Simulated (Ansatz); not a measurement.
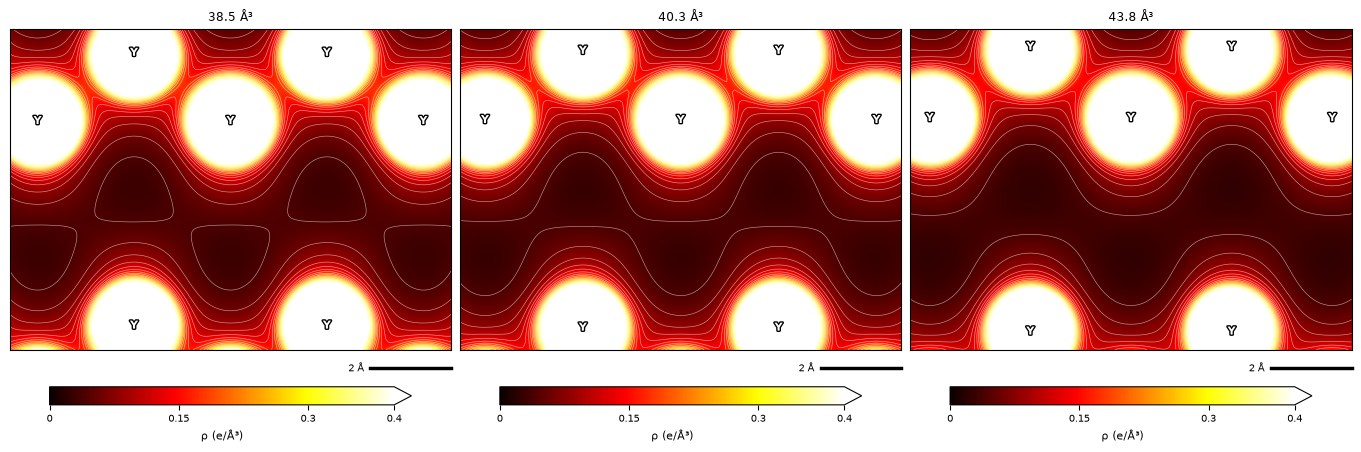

Y. The valence electron density of cells scaled evenly to different volumes (given per atom above each panel), on the (011̄) plane of each (indices in the axes of the cell below), at one length scale and on one colour scale.

A generated structure, not necessarily the stable one; the program warned that a starting moment wasn't kept; spin-polarised, but the moments vanished.

Method: Ansatz, DFT, PBE, plane waves (420 eV) with PAW, scalar-relativistic.

The largest cell:

```
Y
1.0
     0.00000    3.61669    3.61669
     3.61669    0.00000    3.61669
     3.61669    3.61669    0.00000
Y
2
Direct
  0.12500 0.12500 0.12500
  0.87500 0.87500 0.87500
```

| volume (Å³/atom) | Y–Y contact in the plane (Å) | ρ at its midpoint (e/Å³) | pressure (GPa) | 
| --- | --- | --- | --- |
| 38.55 | 2.925 | 0.171 | 2.0 | 
| 40.30 | 2.969 | 0.161 | 1.2 | 
| 43.80 | 3.053 | 0.146 | 0.0 | 
| 45.56 | 3.093 | ? | ? | 
| 47.31 | 3.132 | 0.138 | −0.6 | 

### Estimate the missing row, and compare with the calculation.

Over the known rows ln ρ falls by 1.04 per Å of Y–Y distance (a least-squares line), which gives 0.142 e/Å³ at 3.093 Å; the calculation gives 0.141 e/Å³. For the pressure, a straight line in volume between the neighbouring rows gives −0.3 GPa; the calculation gives −0.4.
